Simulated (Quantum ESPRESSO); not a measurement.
# MgO (Periclase): modes at Γ and the response to a field, part 2 of 3

Aim: the zone-centre modes of MgO (Periclase).

Quantum ESPRESSO 7.5; DFT PBEsol, scalar-relativistic, plane waves, PseudoDojo norm-conserving pseudopotentials.

So far. Step 3 (Relaxation): Little changed from the start: no atom moved by 0.005 Å and no cell edge by 0.1 %. Step 4 (Ground state): The cell stands at -0.014 GPa, close enough for phonons. The relaxed cell has a = 4.214 Å (conventional setting).

The database entry behind the starting cell differs from later determinations by our own check (about 0.1 % long), so it need not match the best structure at ambient conditions.

## (5) Zone-centre response

At q = 0 one unit cell holds all displacements; symmetry groups them into irreducible representations that are solved one by one. The response to a field gives ε∞ and the Born charges, which polar modes need.

File ph.in:

```
phonons
&INPUTPH
  prefix = 'x'
  outdir = './tmp'
  fildyn = 'g.dyn'
  tr2_ph = 1.0d-18
  epsil  = .true.
/
0.000000000000 0.000000000000 0.000000000000
```

The run is started by

```
> OMP_NUM_THREADS=1 mpirun -n 4 ph.x -nk 4 -in ph.in > ph.out
```

The log of the run:

```text
[banners, grids, parts of the stress and lines that vanish by symmetry left out]
[banner, memory and clock lines left out]
Program PHONON v.7.5

     ./tmp/x.save/

     IMPORTANT: XC functional enforced from input :
     Exchange-correlation= PBESOL
                           (   1   4  10   8   0   0   0)
     Any further DFT definition will be discarded
     Please, verify this is what you really want

     G-vector sticks info

     Reading collected, re-writing distributed wavefunctions in ./tmp/

     Number and degeneracy of irreps per q-point
       N         xq(1)         xq(2)         xq(3)   N irreps
       1   0.000000000   0.000000000   0.000000000       2
        3   3

     Calculation of q =    0.0000000   0.0000000   0.0000000

     phonons

     bravais-lattice index     =            0
     lattice parameter (alat)  =       5.6310  a.u.
     unit-cell volume          =     126.2528 (a.u.)^3
     number of atoms/cell      =            2
     number of atomic types    =            2
     kinetic-energy cut-off    =      92.0000  Ry
     charge density cut-off    =     368.0000  Ry
     convergence threshold     =      1.0E-18
     beta                      =       0.7000
     number of iterations used =            4
     Exchange-correlation= PBESOL
                           (   1   4  10   8   0   0   0)

     celldm(1)=    5.63100  celldm(2)=    0.00000  celldm(3)=    0.00000
     celldm(4)=    0.00000  celldm(5)=    0.00000  celldm(6)=    0.00000

     crystal axes: (cart. coord. in units of alat)
               a(1) = ( -0.7071  0.0000  0.7071 )
               a(2) = (  0.0000  0.7071  0.7071 )
               a(3) = ( -0.7071  0.7071  0.0000 )

     reciprocal axes: (cart. coord. in units 2 pi/alat)
               b(1) = ( -0.7071 -0.7071  0.7071 )
               b(2) = (  0.7071  0.7071  0.7071 )
               b(3) = ( -0.7071  0.7071 -0.7071 )

     Atoms inside the unit cell:

     Cartesian axes

     site n.  atom      mass           positions (alat units)
        1  Mg     24.3050   tau(    1) = (    0.00000    0.00000    0.00000  )
        2  O      15.9990   tau(    2) = (   -0.70711    0.70711    0.70711  )

     Computing dynamical matrix for
                    q = (   0.0000000   0.0000000   0.0000000 )

     49 Sym.Ops. (with q -> -q+G )

     G cutoff =  295.5689  (  15065 G-vectors)     FFT grid: ( 36, 36, 36)
     number of k points=    29
                       cart. coord. in units 2pi/alat
        k(    1) = (   0.0000000   0.0000000   0.0000000), wk =   0.0039062
        k(    2) = (  -0.0883883   0.0883883  -0.0883883), wk =   0.0312500
        k(    3) = (  -0.1767767   0.1767767  -0.1767767), wk =   0.0312500
        [... further k-points left out ...]

     PseudoPot. # 1 for Mg read from file:
     ./pseudo/Mg.upf
     Pseudo is Norm-conserving, Zval = 10.0
     Using radial grid of 1510 points,  4 beta functions with:
                l(1) =   0
                l(2) =   0
                l(3) =   1
                l(4) =   1

     PseudoPot. # 2 for O  read from file:
     ./pseudo/O.upf
     Pseudo is Norm-conserving + core correction, Zval =  6.0
     Using radial grid of  936 points,  5 beta functions with:
                l(1) =   0
                l(2) =   0
                l(3) =   1
                l(4) =   1
                l(5) =   2

     Mode symmetry, O_h (m-3m)  point group:

     Electric field:
     Dielectric constant
     Born effective charges as d Force / d E

     Atomic displacements:
     There are    2 irreducible representations

     Representation     1      3 modes -  To be done

     Representation     2      3 modes -  To be done

     Alpha used in Ewald sum =   2.8000

     Electric Fields Calculation

      iter #   1   av.it.:   6.0
      thresh= 1.000E-02 alpha_mix =  0.700 |ddv_scf|^2 =  2.091E-08

      iter #   2   av.it.:  11.2
      thresh= 1.446E-05 alpha_mix =  0.700 |ddv_scf|^2 =  8.396E-10

      iter #   3   av.it.:  10.7
      thresh= 2.898E-06 alpha_mix =  0.700 |ddv_scf|^2 =  5.155E-11

      iter #   4   av.it.:  10.6
      thresh= 7.180E-07 alpha_mix =  0.700 |ddv_scf|^2 =  4.846E-13

      iter #   5   av.it.:  11.6
      thresh= 6.962E-08 alpha_mix =  0.700 |ddv_scf|^2 =  5.693E-16

      iter #   6   av.it.:  11.7
      thresh= 2.386E-09 alpha_mix =  0.700 |ddv_scf|^2 =  1.149E-17

      iter #   7   av.it.:  11.2
      thresh= 3.390E-10 alpha_mix =  0.700 |ddv_scf|^2 =  2.436E-19

     End of electric fields calculation

          Dielectric constant in cartesian axis

          (       3.233862262       0.000000000      -0.000000000 )
          (       0.000000000       3.233862262       0.000000000 )
          (       0.000000000       0.000000000       3.233862262 )

          Effective charges (d Force / dE) in cartesian axis without acoustic sum rule applied (asr)

           atom    1  Mg    Mean Z*:        1.98602
      Ex  (        1.98602       -0.00000        0.00000 )
      Ey  (       -0.00000        1.98602       -0.00000 )
      Ez  (        0.00000       -0.00000        1.98602 )
           atom    2  O     Mean Z*:       -1.98561
      Ex  (       -1.98561       -0.00000        0.00000 )
      Ey  (       -0.00000       -1.98561       -0.00000 )
      Ez  (        0.00000       -0.00000       -1.98561 )

          Effective charges Sum: Mean:        0.00041
              0.00041       -0.00000        0.00000
             -0.00000        0.00041       -0.00000
              0.00000       -0.00000        0.00041

          Effective charges (d Force / dE) in cartesian axis with asr applied:
           atom    1  Mg    Mean Z*:        1.98582
      E*x (        1.98582       -0.00000       -0.00000 )
      E*y (       -0.00000        1.98582       -0.00000 )
      E*z (        0.00000        0.00000        1.98582 )
           atom    2  O     Mean Z*:       -1.98582
      E*x (       -1.98582        0.00000        0.00000 )
      E*y (        0.00000       -1.98582        0.00000 )
      E*z (       -0.00000       -0.00000       -1.98582 )

     Representation #   1 modes #   1   2   3

     Self-consistent Calculation

      iter #   1   av.it.:   7.0
      thresh= 1.000E-02 alpha_mix =  0.700 |ddv_scf|^2 =  1.092E-06

      iter #   2   av.it.:  11.7
      thresh= 1.045E-04 alpha_mix =  0.700 |ddv_scf|^2 =  5.938E-09

      iter #   3   av.it.:  11.8
      thresh= 7.706E-06 alpha_mix =  0.700 |ddv_scf|^2 =  1.496E-10

      iter #   4   av.it.:  11.8
      thresh= 1.223E-06 alpha_mix =  0.700 |ddv_scf|^2 =  1.132E-12

      iter #   5   av.it.:  11.9
      thresh= 1.064E-07 alpha_mix =  0.700 |ddv_scf|^2 =  2.333E-15

      iter #   6   av.it.:  11.8
      thresh= 4.830E-09 alpha_mix =  0.700 |ddv_scf|^2 =  1.003E-16

      iter #   7   av.it.:  11.8
      thresh= 1.001E-09 alpha_mix =  0.700 |ddv_scf|^2 =  5.558E-19

     End of self-consistent calculation

     Convergence has been achieved

     Representation #   2 modes #   4   5   6

     Self-consistent Calculation

      iter #   1   av.it.:   7.8
      thresh= 1.000E-02 alpha_mix =  0.700 |ddv_scf|^2 =  4.167E-06

      iter #   2   av.it.:  11.8
      thresh= 2.041E-04 alpha_mix =  0.700 |ddv_scf|^2 =  2.303E-08

      iter #   3   av.it.:  12.1
      thresh= 1.518E-05 alpha_mix =  0.700 |ddv_scf|^2 =  4.707E-10

      iter #   4   av.it.:  11.4
      thresh= 2.169E-06 alpha_mix =  0.700 |ddv_scf|^2 =  3.352E-11

      iter #   5   av.it.:  11.3
      thresh= 5.790E-07 alpha_mix =  0.700 |ddv_scf|^2 =  7.271E-14

      iter #   6   av.it.:  12.3
      thresh= 2.696E-08 alpha_mix =  0.700 |ddv_scf|^2 =  1.694E-16

      iter #   7   av.it.:  11.4
      thresh= 1.301E-09 alpha_mix =  0.700 |ddv_scf|^2 =  1.379E-17

      iter #   8   av.it.:  12.1
      thresh= 3.713E-10 alpha_mix =  0.700 |ddv_scf|^2 =  3.999E-20

     End of self-consistent calculation

     Convergence has been achieved

     Number of q in the star =    1
     List of q in the star:
          1   0.000000000   0.000000000   0.000000000

          Dielectric constant in cartesian axis

          (       3.233862262       0.000000000      -0.000000000 )
          (       0.000000000       3.233862262       0.000000000 )
          (       0.000000000       0.000000000       3.233862262 )

          Effective charges (d Force / dE) in cartesian axis without acoustic sum rule applied (asr)

           atom    1  Mg    Mean Z*:        1.98602
      Ex  (        1.98602       -0.00000        0.00000 )
      Ey  (       -0.00000        1.98602       -0.00000 )
      Ez  (        0.00000       -0.00000        1.98602 )
           atom    2  O     Mean Z*:       -1.98561
      Ex  (       -1.98561       -0.00000        0.00000 )
      Ey  (       -0.00000       -1.98561       -0.00000 )
      Ez  (        0.00000       -0.00000       -1.98561 )

          Effective charges Sum: Mean:        0.00041
              0.00041       -0.00000        0.00000
             -0.00000        0.00041       -0.00000
              0.00000       -0.00000        0.00041

          Effective charges (d Force / dE) in cartesian axis with asr applied:
           atom    1  Mg    Mean Z*:        1.98582
      E*x (        1.98582       -0.00000       -0.00000 )
      E*y (       -0.00000        1.98582       -0.00000 )
      E*z (        0.00000        0.00000        1.98582 )
           atom    2  O     Mean Z*:       -1.98582
      E*x (       -1.98582        0.00000        0.00000 )
      E*y (        0.00000       -1.98582        0.00000 )
      E*z (       -0.00000       -0.00000       -1.98582 )

     Diagonalizing the dynamical matrix

     q = (    0.000000000   0.000000000   0.000000000 )

 **************************************************************************
     freq (    1) =      -0.731039 [THz] =     -24.384820 [cm-1]
     freq (    2) =      -0.731039 [THz] =     -24.384820 [cm-1]
     freq (    3) =      -0.731039 [THz] =     -24.384820 [cm-1]
     freq (    4) =      11.548445 [THz] =     385.214667 [cm-1]
     freq (    5) =      11.548445 [THz] =     385.214667 [cm-1]
     freq (    6) =      11.548445 [THz] =     385.214667 [cm-1]
 **************************************************************************

     Mode symmetry, O_h (m-3m)  point group:

     freq (   1-   3) =        -24.4  [cm-1]   --> T_1u G_15  G_4- I
     freq (   4-   6) =        385.2  [cm-1]   --> T_1u G_15  G_4- I
```

Elapsed: 52 s, on 4 MPI ranks of Arm Neoverse V2, shared host; 3.5 min of CPU time.

Numbers from this step:

* miss of the charge sum rule: 4.10e-4 e
* largest acoustic frequency at the zone centre before the sum rule: -24.38 cm⁻¹
* highest optical zone-centre mode (no LO-TO term): 385.2 cm⁻¹
* lowest optical zone-centre mode: 385.2 cm⁻¹
* mean high-frequency dielectric constant: 3.234
* largest Born charge in size (third of the trace): 1.986 e

Born charge (rows field, columns displacement), before the sum rule (e), principal values of the symmetric part by kind of site:

```tsv
atom	atoms with these values	low	middle	high	mean
Mg1	1	1.99	1.99	1.99	1.99
O2	1	-1.99	-1.99	-1.99	-1.99
```

In full for O2:

```
-1.99  0.00  0.00
 0.00 -1.99  0.00
 0.00  0.00 -1.99
```

High-frequency dielectric tensor:

```
3.23 0.00 0.00
0.00 3.23 0.00
0.00 0.00 3.23
```

The acoustic modes at Γ come out as far as 24.4 cm⁻¹ from zero, where they should vanish, a sizeable error of basis and grid or of the response kernel of this functional; the Born charges miss their sum rule by 4.1e-4 e, which is good.

## (6) Zone-centre analysis

A rigid shift of the crystal must cost nothing, but grids and finite bases break this; the acoustic sum rule is imposed before the matrix is diagonalised again. With Born charges the intensities follow, and the static dielectric tensor.

File dynmat.in:

```
&INPUT
  fildyn = 'g.dyn'
  asr    = 'simple'
  fileig = 'dynmat.eig'
  lperm  = .true.
/
```

The run is started by

```
> dynmat.x -in dynmat.in > dynmat.out
```

The log of the run:

```text
[banner, memory and clock lines left out]
Program DYNMAT v.7.5

     Reading Dynamical Matrix from file g.dyn
     ...Force constants read
     ...epsilon and Z* read
     A direction for q was not specified:TO-LO splitting will be absent

     Polarizability (A^3 units)
     multiply by 0.573190 for Clausius-Mossotti correction
         3.325760    0.000000    0.000000
         0.000000    3.325760    0.000000
        -0.000000    0.000000    3.325760

     IR activities are in (D/A)^2/amu units

# mode   [cm-1]    [THz]      IR
    1     -0.00   -0.0000    0.0000
    2      0.00    0.0000    0.0000
    3      0.00    0.0000    0.0000
    4    386.66   11.5918    9.4299
    5    386.66   11.5918    9.4299
    6    386.66   11.5918    9.4299

Electronic dielectric permittivity tensor (relative, adimensional)
         3.233862    0.000000    0.000000
         0.000000    3.233862    0.000000
        -0.000000    0.000000    3.233862

 ... with zone-center polar mode contributions
        10.424295    0.000000    0.000000
         0.000000   10.424295   -0.000000
         0.000000   -0.000000   10.424295
```

The job ended after 0.48 s (1 thread).

Read from the output:

| Property | Result |
| --- | --- |
| highest optical zone-centre mode (no LO-TO term) | 386.7 cm⁻¹ |
| lowest optical zone-centre mode | 386.7 cm⁻¹ |
| mean static dielectric constant | 10.42 |

Unit eigenvectors of the mass-weighted matrix after the sum rule; no LO-TO term. Modes at Γ, with each element's share of the kinetic energy:

```tsv
mode	frequency (cm⁻¹)	symmetry	Mg %	O %
1	0.0	acoustic	60	40
2	0.0	acoustic	60	40
3	0.0	acoustic	60	40
4	386.7	T1u	40	60
5	386.7	T1u	40	60
6	386.7	T1u	40	60
```

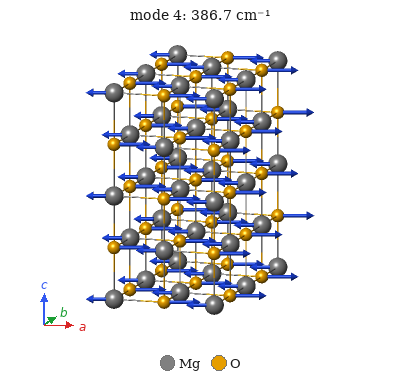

Displacement patterns of mode 4 at Γ; arrows are exaggerated. 1×2×2 conventional cells are drawn. Some periodic images of atoms are drawn too.

Degenerate modes summed, no LO-TO term. Infrared lines, with heights relative to the strongest:

```tsv
position (cm⁻¹)	lines merged	label	IR intensity, relative
387	3	T1u	100
```

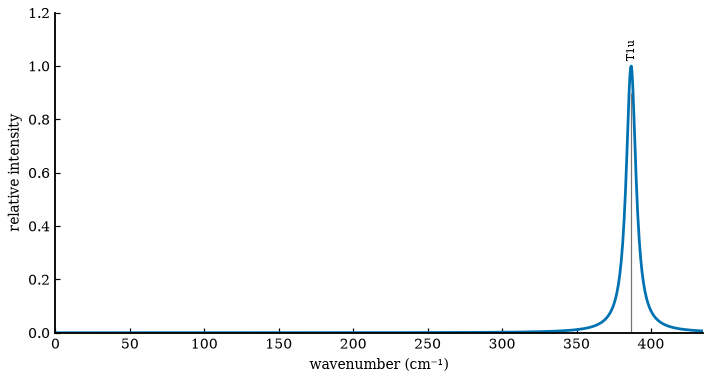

The infrared spectrum, broadened with Lorentzians of width 8 cm⁻¹; bars mark the lines.

Static dielectric tensor (ions relaxed, fixed cell):

```
10.42  0.00  0.00
 0.00 10.42  0.00
 0.00  0.00 10.42
```

The rule also moves an optical mode by 1.5 cm⁻¹.

(Continued in part 3 of 3.)

[Host names and launcher messages were left out of these logs when they were recorded.]

[Logs are printed without paths, hosts, clocks, repeated set-up lines and the standing remarks that a program may print on its own settings, such as how far it seeks lower states.]

[Hosts, paths, dates, database ids (printed as entryN), source tags and the programs' standing remarks are cut or masked in the printed files.]
